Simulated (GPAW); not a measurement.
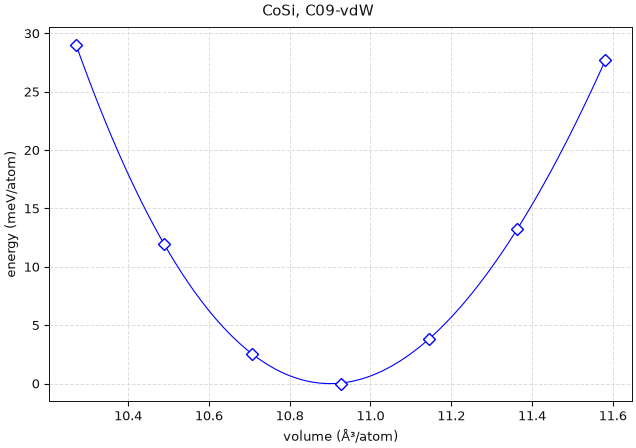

The plot gives the computed energy against volume for CoSi, space group P2_13 (No. 198).

Cell as given: a = 4.438 Å, b = 4.438 Å, c = 4.438 Å, α = 90.00°, β = 90.00°, γ = 90.00°; 8 atoms.

Method: PAW DFT in plane waves, on a grid or in atomic orbitals, collinear spins; energies at scaled volumes of the given cell, shape and fractions fixed, counted from the fit's minimum, third-order Birch-Murnaghan fit (GPAW 26.7.0). Level: C09-vdW, collinear spin.

```
         setting                                 value
          k mesh                                 4×4×4
     occupations                           Fermi–Dirac
  smearing width                               0.05 eV
      potentials  GPAW PAW data sets (gpaw data 1.2.1)
     wave cutoff                                600 eV
program settings                              basis pw
```

**How stiff is the solid, and where is its volume at rest?**

A third-order Birch–Murnaghan fit gives V0 = 10.90 Å³/atom, B0 = 231 GPa and B′ = 4.2.

Caveats: shape and atomic fractions are frozen while scaling, which makes layered, chain and framework solids too stiff.
